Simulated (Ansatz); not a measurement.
# Geometry relaxation, with input and output: W16C (part 1 of 2)

System: W16C (defect cell, 17 atoms in the cell).
Method: DFT PBE, scalar-relativistic, plane waves, PAW, PAW set soft_1, no spin polarisation (Ansatz 0.2.0).

It belongs to a series of runs on one base structure; here: end point B relaxed. Figures and captions count atoms from 1; the log counts them from 0 in places.

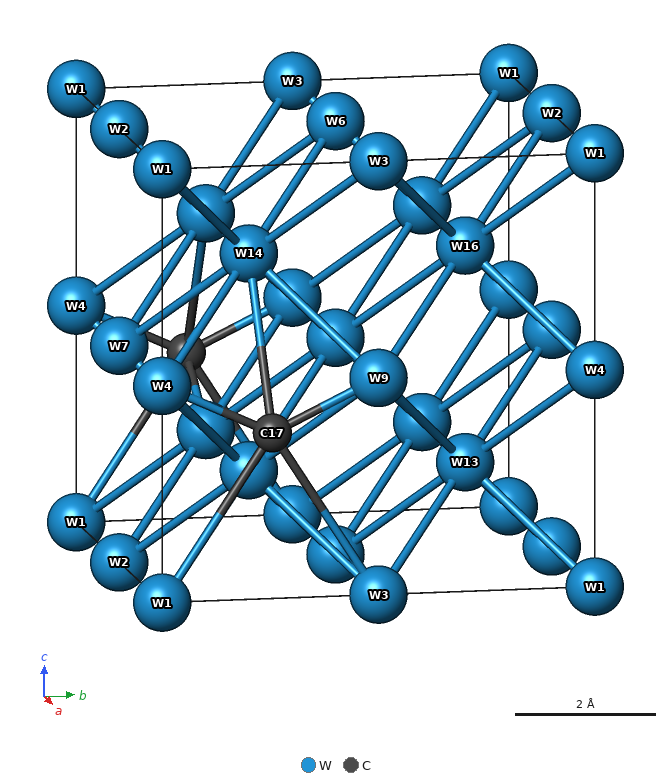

*The structure as given in the input (ball-and-stick view of the cell of the calculation, seen slightly off an axis; atoms are numbered from 1 in the order of the input). An atom can appear more than once, as a periodic image.*

### Input file
```yaml
crystal:
  lattice:
    - [6.32, 0.0, 0.0]
    - [0.0, 6.32, 0.0]
    - [0.0, 0.0, 6.32]
  atoms:
    - { symbol: W, position: [0.0, 0.0, 0.0] }
    - { symbol: W, position: [0.5, 0.0, 0.0] }
    - { symbol: W, position: [0.0, 0.5, 0.0] }
    - { symbol: W, position: [0.0, 0.0, 0.5] }
    - { symbol: W, position: [0.25, 0.25, 0.25] }
    - { symbol: W, position: [0.5, 0.5, 0.0] }
    - { symbol: W, position: [0.5, 0.0, 0.5] }
    - { symbol: W, position: [0.75, 0.25, 0.25] }
    - { symbol: W, position: [0.0, 0.5, 0.5] }
    - { symbol: W, position: [0.25, 0.75, 0.25] }
    - { symbol: W, position: [0.25, 0.25, 0.75] }
    - { symbol: W, position: [0.5, 0.5, 0.5] }
    - { symbol: W, position: [0.75, 0.75, 0.25] }
    - { symbol: W, position: [0.75, 0.25, 0.75] }
    - { symbol: W, position: [0.25, 0.75, 0.75] }
    - { symbol: W, position: [0.75, 0.75, 0.75] }
    - { symbol: C, position: [0.9997043, 0.25465816, 0.38220207] }
basis:
  ecutwfc: 420.0
kpoints:
  mp_grid: { grid: [3, 3, 3] }
hamiltonian:
  xc: pbe
  pseudopotentials: { kind: paw, azcp: { folder: soft_1 } }
scf:
  occupations: { method: gaussian, width: 0.05 }
  lower_state_search: "off"
relax:
  f_tol: 0.03
  max_steps: 60
  adjacent_minimum: "off"
```

Run on 4 threads of INTEL XEON PLATINUM @ 2.10GHz (Emerald Rapids), 24 GiB of memory available, shared host.

Launched with:
```bash
ansatz run input.yaml --threads 4 --pin off --max-ram 10240MiB --backend cpu --events-out ev --progress --plain --runs-dir out
```

### Output
```
Engine: ansatz 0.2.0, x86_64-unknown-linux-gnu
Pseudopotentials: kind: paw
Pseudopotential: W, paw, valence charge 14, recommended cutoff 420 eV (normal), [file]
Pseudopotential: C, paw, valence charge 4, recommended cutoff 420 eV (normal), [file]
Functional definition: PBE
  parameter kappa = 0.804
  parameter beta = 0.06672455060314922
  exchange = pbe_x(kappa = kappa, mu = beta*pi^2/3)
  correlation = pbe_c(beta = beta)
Crystal: 17 atoms, lattice volume = 252.436 Å³
Basis set: ecut = 420 eV, 4945 PW (Γ), exchange–correlation on 90×90×90 points (8 copies of the dense FFT grid, shifted against one another)
Bands: 137, of which v1, the nominal top of the filled ones, is band 114 counted from 1 (113 counted from 0)
Symmetry: 1 space group operations
Space group: P1 (ITA 1), of the structure as read, at distance tolerance 6.3e-5 Å
k-points: 14 of 27 (time reversal used)
Non-local potential: W, projectors of the file, l = 0: 3, l = 1: 2, l = 2: 2, l = 3: 1
Non-local potential: C, projectors of the file, l = 0: 2, l = 1: 2, l = 2: 1
PAW form: soft (Blöchl's): semilocal exchange-correlation on the pseudo side does not see the compensation charge
PAW one-centre angular grid: W, 590 points (default); XC on 64 Gauss nodes
PAW one-centre angular grid: C, 110 points (default); XC on 64 Gauss nodes
Initial density: superposition of atomic densities (chi_scale 0.1, normalization cell, long waves kept (reshape's long-wave potential 0.02 eV rms))
Initial wavefunctions: pseudopotential atomic-orbital guess
Functional: x = pbe(κ = 0.804, μ = 0.2195149727645171), c = pbe(β = 0.06672455060314922)
SCF iter   1: F=—  HF=-166424.773963 eV  |F-HF|=—  |Δ(HF+E_count)|=         —  Δρ=9.02e-2  dr2=2.62e1  ethr=3.10e-3  ⟨swp⟩=4.7  Hψ=6861  notcnv=0  defer=11
preconditioner: auto → Kerker (q_TF=auto, 2.682 Å⁻¹)  [metal: Δε(μ)=0.032 eV  Ē_g=5.964 eV  σ=0.050 eV  W_gap=0.32  n_scr=80 (ndim 8)  ℏωp=23.4 eV  f_vac=0.000  D(μ)=8.40/eV (n_scr^D=80)]
SCF iter   2: F=—  HF=-166419.447586 eV  |F-HF|=—  |Δ(HF+E_count)|=    5.33e0  Δρ=4.47e-2  dr2=6.05e0  ethr=3.10e-3  ⟨swp⟩=2.1  Hψ=3021  notcnv=0  defer=214
preconditioner: auto → Resta (q_TF=auto, 2.682 Å⁻¹)  ε∞=17.5  [insulator: Δε(μ)=0.099 eV  Ē_g=5.752 eV  σ=0.050 eV  W_gap=0.76  n_scr=80 (ndim 8)  ℏωp=23.4 eV  f_vac=0.000  D(μ)=7.20/eV (n_scr^D=56)  ε∞_Penn≈17.5]
SCF iter   3: F=—  HF=-166417.909795 eV  |F-HF|=—  |Δ(HF+E_count)|=    1.54e0  Δρ=8.43e-3  dr2=1.04e-1  ethr=2.65e-3  ⟨swp⟩=2.1  Hψ=2513  notcnv=0  defer=214
SCF iter   4: F=—  HF=-166417.886051 eV  |F-HF|=—  |Δ(HF+E_count)|=   2.37e-2  Δρ=1.35e-3  dr2=4.12e-3  ethr=4.56e-5  ⟨swp⟩=2.1  Hψ=3032  notcnv=0  defer=208
SCF iter   5: F=—  HF=-166417.885665 eV  |F-HF|=—  |Δ(HF+E_count)|=   3.86e-4  Δρ=2.33e-4  dr2=7.95e-5  ethr=1.81e-6  ⟨swp⟩=2.0  Hψ=2420  notcnv=0  defer=208
SCF iter   6: F=-166417.885673 eV  HF=-166417.885674 eV  |F-HF|=1.12e-6  |Δ(HF+E_count)|=   9.40e-6  Δρ=3.01e-5  dr2=2.25e-6  ethr=9.87e-9  ⟨swp⟩=4.0  Hψ=5869  notcnv=0
SCF 1 converged in 6 iterations: F = -166417.885673 eV  dr2 = 2.25e-6
  greatest PAW one-centre occupation: 0.999 electrons in one spin orbital (limit 2), on the W atom at site 3 (counted from 0), in its partial waves of l = 0
relax step   1: F+E_penalty+E_count = -166417.88567330 eV  Δ(F+E_penalty+E_count) = +0.000e0 eV  max|allowed force component| = 1.034e1 eV/Å  Δτ_max = 0.0000 Å  (6 SCF iters, dr2 threshold 2.25e-5 eV, accepted)
Initial density: handed on by an earlier stage of this run
Initial wavefunctions: those handed on with the density
SCF iter   1: F=—  HF=-166420.543527 eV  |F-HF|=—  |Δ(HF+E_count)|=         —  Δρ=4.01e-2  dr2=1.24e1  ethr=3.10e-3  ⟨swp⟩=4.7  Hψ=4543  notcnv=0  defer=40
preconditioner: auto → Kerker (q_TF=auto, 2.682 Å⁻¹)  [metal: Δε(μ)=0.005 eV  Ē_g=5.450 eV  σ=0.050 eV  W_gap=0.05  n_scr=80 (ndim 8)  ℏωp=23.4 eV  f_vac=0.000  D(μ)=11.78/eV (n_scr^D=92)]
SCF iter   2: F=—  HF=-166419.541812 eV  |F-HF|=—  |Δ(HF+E_count)|=    1.00e0  Δρ=2.16e-2  dr2=4.28e0  ethr=3.10e-3  ⟨swp⟩=2.0  Hψ=2705  notcnv=0  defer=95
SCF iter   3: F=—  HF=-166419.060161 eV  |F-HF|=—  |Δ(HF+E_count)|=   4.82e-1  Δρ=3.31e-3  dr2=5.06e-2  ethr=1.88e-3  ⟨swp⟩=2.0  Hψ=2482  notcnv=0  defer=201
SCF iter   4: F=—  HF=-166419.048427 eV  |F-HF|=—  |Δ(HF+E_count)|=   1.17e-2  Δρ=7.37e-4  dr2=6.47e-3  ethr=2.22e-5  ⟨swp⟩=2.1  Hψ=2931  notcnv=0  defer=226
SCF iter   5: F=—  HF=-166419.047589 eV  |F-HF|=—  |Δ(HF+E_count)|=   8.39e-4  Δρ=2.01e-4  dr2=1.55e-4  ethr=2.84e-6  ⟨swp⟩=2.0  Hψ=2396  notcnv=0  defer=226
SCF iter   6: F=-166419.047561 eV  HF=-166419.047561 eV  |F-HF|=6.21e-7  |Δ(HF+E_count)|=   2.73e-5  Δρ=3.13e-5  dr2=2.20e-6  ethr=4.39e-8  ⟨swp⟩=2.0  Hψ=5730  notcnv=0
SCF 2 converged in 6 iterations: F = -166419.047561 eV  dr2 = 2.20e-6
  greatest PAW one-centre occupation: 0.999 electrons in one spin orbital (limit 2), on the W atom at site 1 (counted from 0), in its partial waves of l = 0
relax step   2: F+E_penalty+E_count = -166419.04756064 eV  Δ(F+E_penalty+E_count) = -1.162e0 eV  max|allowed force component| = 3.162e0 eV/Å  Δτ_max = 0.1956 Å  (6 SCF iters, dr2 threshold 1.00e-4 eV, accepted)
iter 1 solved again at ethr=8.81e-4 eV; its pass at ethr=3.10e-3 eV (dr2=2.01e0 eV) is discarded
SCF iter   1: F=—  HF=-166421.378843 eV  |F-HF|=—  |Δ(HF+E_count)|=         —  Δρ=1.80e-2  dr2=2.00e0  ethr=8.81e-4  ⟨swp⟩=1.0  Hψ=6458  notcnv=0  defer=52
preconditioner: auto → Kerker (q_TF=auto, 2.682 Å⁻¹)  [metal: Δε(μ)=0.006 eV  Ē_g=5.531 eV  σ=0.050 eV  W_gap=0.07  n_scr=80 (ndim 8)  ℏωp=23.4 eV  f_vac=0.000  D(μ)=19.14/eV (n_scr^D=202)]
SCF iter   2: F=—  HF=-166421.231335 eV  |F-HF|=—  |Δ(HF+E_count)|=   1.48e-1  Δρ=1.02e-2  dr2=6.75e-1  ethr=8.78e-4  ⟨swp⟩=1.1  Hψ=1708  notcnv=0  defer=52
SCF iter   3: F=—  HF=-166421.154815 eV  |F-HF|=—  |Δ(HF+E_count)|=   7.65e-2  Δρ=1.19e-3  dr2=7.08e-3  ethr=2.96e-4  ⟨swp⟩=2.1  Hψ=2318  notcnv=0  defer=168
SCF iter   4: F=—  HF=-166421.153200 eV  |F-HF|=—  |Δ(HF+E_count)|=   1.62e-3  Δρ=2.28e-4  dr2=2.61e-4  ethr=3.10e-6  ⟨swp⟩=2.0  Hψ=2602  notcnv=0  defer=211
iter 5 did not close the SCF: its close was put off for the readings that it lacked (scf_convergence_deferred on its scf_iter line)
SCF iter   5: F=-166421.153141 eV  HF=-166421.153149 eV  |F-HF|=8.59e-6  |Δ(HF+E_count)|=   5.05e-5  Δρ=5.71e-5  dr2=1.30e-5  ethr=1.14e-7  ⟨swp⟩=2.0  Hψ=2412  notcnv=0  defer=211
SCF iter   6: F=-166421.153147 eV  HF=-166421.153147 eV  |F-HF|=1.66e-7  |Δ(HF+E_count)|=   2.25e-6  Δρ=1.07e-5  dr2=3.34e-7  ethr=5.72e-9  ⟨swp⟩=2.0  Hψ=4384  notcnv=0
SCF 3 converged in 6 iterations: F = -166421.153147 eV  dr2 = 3.34e-7
  greatest PAW one-centre occupation: 0.999 electrons in one spin orbital (limit 2), on the W atom at site 8 (counted from 0), in its partial waves of l = 0
relax step   3: F+E_penalty+E_count = -166421.15314680 eV  Δ(F+E_penalty+E_count) = -2.106e0 eV  max|allowed force component| = 1.512e0 eV/Å  Δτ_max = 0.1704 Å  (6 SCF iters, dr2 threshold 1.00e-4 eV, accepted)
iter 1 solved again at ethr=4.11e-4 eV; its pass at ethr=3.10e-3 eV (dr2=9.37e-1 eV) is discarded
SCF iter   1: F=—  HF=-166422.061878 eV  |F-HF|=—  |Δ(HF+E_count)|=         —  Δρ=1.49e-2  dr2=9.42e-1  ethr=4.11e-4  ⟨swp⟩=1.0  Hψ=6377  notcnv=0  defer=85
preconditioner: auto → Kerker (q_TF=auto, 2.682 Å⁻¹)  [metal: Δε(μ)=0.008 eV  Ē_g=5.549 eV  σ=0.050 eV  W_gap=0.09  n_scr=80 (ndim 8)  ℏωp=23.4 eV  f_vac=0.000  D(μ)=10.18/eV (n_scr^D=80)]
SCF iter   2: F=—  HF=-166421.951682 eV  |F-HF|=—  |Δ(HF+E_count)|=   1.10e-1  Δρ=8.56e-3  dr2=3.16e-1  ethr=4.11e-4  ⟨swp⟩=2.0  Hψ=2018  notcnv=0  defer=85
SCF iter   3: F=—  HF=-166421.895363 eV  |F-HF|=—  |Δ(HF+E_count)|=   5.63e-2  Δρ=9.62e-4  dr2=2.90e-3  ethr=1.39e-4  ⟨swp⟩=2.0  Hψ=2508  notcnv=0  defer=118
SCF iter   4: F=—  HF=-166421.894674 eV  |F-HF|=—  |Δ(HF+E_count)|=   6.89e-4  Δρ=1.87e-4  dr2=1.45e-4  ethr=1.27e-6  ⟨swp⟩=2.0  Hψ=2619  notcnv=0  defer=216
iter 5 did not close the SCF: its close was put off for the readings that it lacked (scf_convergence_deferred on its scf_iter line)
SCF iter   5: F=-166421.894645 eV  HF=-166421.894651 eV  |F-HF|=5.79e-6  |Δ(HF+E_count)|=   2.35e-5  Δρ=4.02e-5  dr2=7.95e-6  ethr=6.34e-8  ⟨swp⟩=2.0  Hψ=2404  notcnv=0  defer=216
SCF iter   6: F=-166421.894649 eV  HF=-166421.894650 eV  |F-HF|=1.46e-7  |Δ(HF+E_count)|=   1.36e-6  Δρ=7.98e-6  dr2=2.30e-7  ethr=3.49e-9  ⟨swp⟩=1.0  Hψ=4346  notcnv=0
SCF 4 converged in 6 iterations: F = -166421.894649 eV  dr2 = 2.30e-7
relax step   4: F+E_penalty+E_count = -166421.89464943 eV  Δ(F+E_penalty+E_count) = -7.415e-1 eV  max|allowed force component| = 3.196e0 eV/Å  Δτ_max = 0.2000 Å  (6 SCF iters, dr2 threshold 1.00e-4 eV, accepted)
SCF iter   1: F=—  HF=-166422.568928 eV  |F-HF|=—  |Δ(HF+E_count)|=         —  Δρ=9.98e-3  dr2=3.07e-1  ethr=2.16e-3  ⟨swp⟩=3.9  Hψ=3613  notcnv=0  defer=172
preconditioner: auto → Resta (q_TF=auto, 2.682 Å⁻¹)  ε∞=18.5  [insulator: Δε(μ)=0.067 eV  Ē_g=5.585 eV  σ=0.050 eV  W_gap=0.64  n_scr=80 (ndim 8)  ℏωp=23.4 eV  f_vac=0.000  D(μ)=7.69/eV (n_scr^D=56)  ε∞_Penn≈18.5]
SCF iter   2: F=—  HF=-166422.504444 eV  |F-HF|=—  |Δ(HF+E_count)|=   6.45e-2  Δρ=5.64e-3  dr2=9.38e-2  ethr=1.35e-4  ⟨swp⟩=2.0  Hψ=2680  notcnv=0  defer=199
SCF iter   3: F=—  HF=-166422.477347 eV  |F-HF|=—  |Δ(HF+E_count)|=   2.71e-2  Δρ=6.39e-4  dr2=6.89e-4  ethr=4.11e-5  ⟨swp⟩=2.0  Hψ=2438  notcnv=0  defer=199
SCF iter   4: F=—  HF=-166422.477291 eV  |F-HF|=—  |Δ(HF+E_count)|=   5.64e-5  Δρ=1.35e-4  dr2=3.02e-5  ethr=3.02e-7  ⟨swp⟩=2.0  Hψ=2406  notcnv=0  defer=199
iter 5 did not close the SCF: its close was put off for the readings that it lacked (scf_convergence_deferred on its scf_iter line)
SCF iter   5: F=-166422.477289 eV  HF=-166422.477289 eV  |F-HF|=1.10e-7  |Δ(HF+E_count)|=   1.64e-6  Δρ=1.88e-5  dr2=6.18e-7  ethr=1.32e-8  ⟨swp⟩=2.0  Hψ=2413  notcnv=0  defer=204
SCF iter   6: F=-166422.477289 eV  HF=-166422.477289 eV  |F-HF|=2.88e-9  |Δ(HF+E_count)|=   6.31e-8  Δρ=3.77e-6  dr2=2.18e-8  ethr=2.71e-10  ⟨swp⟩=1.0  Hψ=4528  notcnv=0
SCF 5 converged in 6 iterations: F = -166422.477289 eV  dr2 = 2.18e-8
relax step   5: F+E_penalty+E_count = -166422.47728937 eV  Δ(F+E_penalty+E_count) = -5.826e-1 eV  max|allowed force component| = 2.472e0 eV/Å  Δτ_max = 0.1935 Å  (6 SCF iters, dr2 threshold 1.00e-4 eV, accepted)
SCF iter   1: F=—  HF=-166422.960291 eV  |F-HF|=—  |Δ(HF+E_count)|=         —  Δρ=1.01e-2  dr2=2.79e-1  ethr=1.40e-3  ⟨swp⟩=4.4  Hψ=3733  notcnv=0  defer=178
preconditioner: auto → Resta (q_TF=auto, 2.682 Å⁻¹)  ε∞=18.4  [insulator: Δε(μ)=0.110 eV  Ē_g=5.603 eV  σ=0.050 eV  W_gap=0.83  n_scr=80 (ndim 8)  ℏωp=23.4 eV  f_vac=0.000  D(μ)=5.02/eV (n_scr^D=26)  ε∞_Penn≈18.4]
SCF iter   2: F=—  HF=-166422.894606 eV  |F-HF|=—  |Δ(HF+E_count)|=   6.57e-2  Δρ=5.57e-3  dr2=8.39e-2  ethr=1.22e-4  ⟨swp⟩=2.0  Hψ=2700  notcnv=0  defer=199
SCF iter   3: F=—  HF=-166422.868317 eV  |F-HF|=—  |Δ(HF+E_count)|=   2.63e-2  Δρ=6.44e-4  dr2=7.90e-4  ethr=3.68e-5  ⟨swp⟩=2.0  Hψ=2416  notcnv=0  defer=199
SCF iter   4: F=—  HF=-166422.868208 eV  |F-HF|=—  |Δ(HF+E_count)|=   1.09e-4  Δρ=1.60e-4  dr2=3.80e-5  ethr=3.46e-7  ⟨swp⟩=2.0  Hψ=2404  notcnv=0  defer=199
iter 5 did not close the SCF: its close was put off for the readings that it lacked (scf_convergence_deferred on its scf_iter line)
SCF iter   5: F=-166422.868206 eV  HF=-166422.868206 eV  |F-HF|=1.19e-7  |Δ(HF+E_count)|=   2.46e-6  Δρ=1.69e-5  dr2=5.27e-7  ethr=1.67e-8  ⟨swp⟩=2.0  Hψ=2398  notcnv=0  defer=199
SCF iter   6: F=-166422.868206 eV  HF=-166422.868206 eV  |F-HF|=3.96e-9  |Δ(HF+E_count)|=   4.44e-8  Δρ=3.80e-6  dr2=2.36e-8  ethr=2.31e-10  ⟨swp⟩=1.0  Hψ=4751  notcnv=0
SCF 6 converged in 6 iterations: F = -166422.868206 eV  dr2 = 2.36e-8
relax step   6: F+E_penalty+E_count = -166422.86820577 eV  Δ(F+E_penalty+E_count) = -3.909e-1 eV  max|allowed force component| = 5.100e-1 eV/Å  Δτ_max = 0.2000 Å  (6 SCF iters, dr2 threshold 1.00e-4 eV, accepted)
SCF iter   1: F=—  HF=-166422.892337 eV  |F-HF|=—  |Δ(HF+E_count)|=         —  Δρ=2.42e-3  dr2=1.51e-2  ethr=7.10e-5  ⟨swp⟩=3.6  Hψ=3784  notcnv=0  defer=213
preconditioner: auto → Resta (q_TF=auto, 2.682 Å⁻¹)  ε∞=18.5  [insulator: Δε(μ)=0.116 eV  Ē_g=5.594 eV  σ=0.050 eV  W_gap=0.78  n_scr=80 (ndim 8)  ℏωp=23.4 eV  f_vac=0.000  D(μ)=4.48/eV (n_scr^D=26)  ε∞_Penn≈18.5]
SCF iter   2: F=—  HF=-166422.888999 eV  |F-HF|=—  |Δ(HF+E_count)|=   3.34e-3  Δρ=1.35e-3  dr2=4.72e-3  ethr=6.61e-6  ⟨swp⟩=2.0  Hψ=2347  notcnv=0  defer=213
SCF iter   3: F=—  HF=-166422.887558 eV  |F-HF|=—  |Δ(HF+E_count)|=   1.44e-3  Δρ=1.43e-4  dr2=3.24e-5  ethr=2.07e-6  ⟨swp⟩=2.0  Hψ=2402  notcnv=0  defer=213
iter 4 did not close the SCF: its close was put off for the readings that it lacked (scf_convergence_deferred on its scf_iter line)
SCF iter   4: F=-166422.887555 eV  HF=-166422.887555 eV  |F-HF|=5.88e-7  |Δ(HF+E_count)|=   2.88e-6  Δρ=3.27e-5  dr2=1.85e-6  ethr=1.42e-8  ⟨swp⟩=2.0  Hψ=2404  notcnv=0  defer=213
iter 5 did not close the SCF: its close was put off for the readings that it lacked (scf_convergence_deferred on its scf_iter line)
SCF iter   5: F=-166422.887555 eV  HF=-166422.887555 eV  |F-HF|=6.87e-9  |Δ(HF+E_count)|=   1.49e-7  Δρ=3.70e-6  dr2=2.60e-8  ethr=8.10e-10  ⟨swp⟩=2.0  Hψ=2406  notcnv=0  defer=213
SCF iter   6: F=-166422.887555 eV  HF=-166422.887555 eV  |F-HF|=2.62e-10  |Δ(HF+E_count)|=   1.08e-9  Δρ=8.89e-7  dr2=1.32e-9  ethr=1.14e-11  ⟨swp⟩=1.0  Hψ=4535  notcnv=0
SCF 7 converged in 6 iterations: F = -166422.887555 eV  dr2 = 1.32e-9
relax step   7: F+E_penalty+E_count = -166422.88755512 eV  Δ(F+E_penalty+E_count) = -1.935e-2 eV  max|allowed force component| = 8.737e-2 eV/Å  Δτ_max = 0.0459 Å  (6 SCF iters, dr2 threshold 1.63e-5 eV, accepted)
SCF iter   1: F=—  HF=-166422.888037 eV  |F-HF|=—  |Δ(HF+E_count)|=         —  Δρ=2.68e-4  dr2=2.84e-4  ethr=6.30e-7  ⟨swp⟩=2.1  Hψ=3032  notcnv=0  defer=214
preconditioner: auto → Resta (q_TF=auto, 2.682 Å⁻¹)  ε∞=18.5  [insulator: Δε(μ)=0.113 eV  Ē_g=5.592 eV  σ=0.050 eV  W_gap=0.76  n_scr=80 (ndim 8)  ℏωp=23.4 eV  f_vac=0.000  D(μ)=4.49/eV (n_scr^D=26)  ε∞_Penn≈18.5]
SCF iter   2: F=—  HF=-166422.888000 eV  |F-HF|=—  |Δ(HF+E_count)|=   3.70e-5  Δρ=1.44e-4  dr2=7.68e-5  ethr=1.25e-7  ⟨swp⟩=1.7  Hψ=2249  notcnv=0  defer=214
SCF iter   3: F=—  HF=-166422.887853 eV  |F-HF|=—  |Δ(HF+E_count)|=   1.47e-4  Δρ=1.77e-5  dr2=6.69e-7  ethr=3.37e-8  ⟨swp⟩=2.0  Hψ=2403  notcnv=0  defer=214
iter 4 did not close the SCF: its close was put off for the readings that it lacked (scf_convergence_deferred on its scf_iter line)
SCF iter   4: F=-166422.887853 eV  HF=-166422.887853 eV  |F-HF|=8.44e-9  |Δ(HF+E_count)|=   1.12e-7  Δρ=3.55e-6  dr2=2.30e-8  ethr=2.93e-10  ⟨swp⟩=2.0  Hψ=2403  notcnv=0  defer=214
iter 5 did not close the SCF: its close was put off for the readings that it lacked (scf_convergence_deferred on its scf_iter line)
SCF iter   5: F=-166422.887853 eV  HF=-166422.887853 eV  |F-HF|=1.16e-10  |Δ(HF+E_count)|=   2.79e-9  Δρ=5.61e-7  dr2=4.94e-10  ethr=1.01e-11  ⟨swp⟩=2.0  Hψ=2408  notcnv=0  defer=214
SCF iter   6: F=-166422.887853 eV  HF=-166422.887853 eV  |F-HF|=1.16e-10  |Δ(HF+E_count)|=  2.91e-11  Δρ=8.66e-8  dr2=1.32e-11  ethr=1.00e-12  ⟨swp⟩=1.0  Hψ=3677  notcnv=0
SCF 8 converged in 6 iterations: F = -166422.887853 eV  dr2 = 1.32e-11
relax step   8: F+E_penalty+E_count = -166422.88785275 eV  Δ(F+E_penalty+E_count) = -2.976e-4 eV  max|allowed force component| = 1.453e-2 eV/Å  Δτ_max = 0.0020 Å  (6 SCF iters, accepted)
```

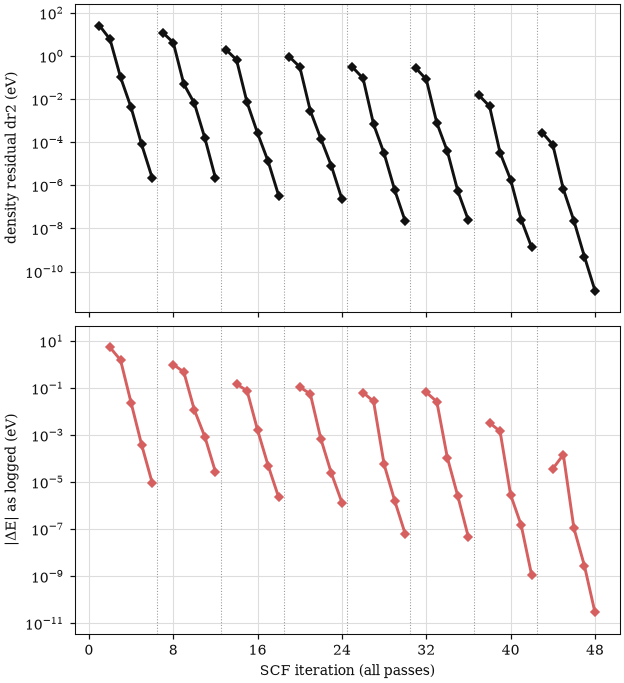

*Convergence of the self-consistent field: density residual dr2 and size of the energy change against the SCF iteration. The dotted lines part the SCF passes of the relaxation: geometry steps, rejected trials and re-solves on a re-selected basis.*

The 8 passes take 6 iterations each, 48 in all.
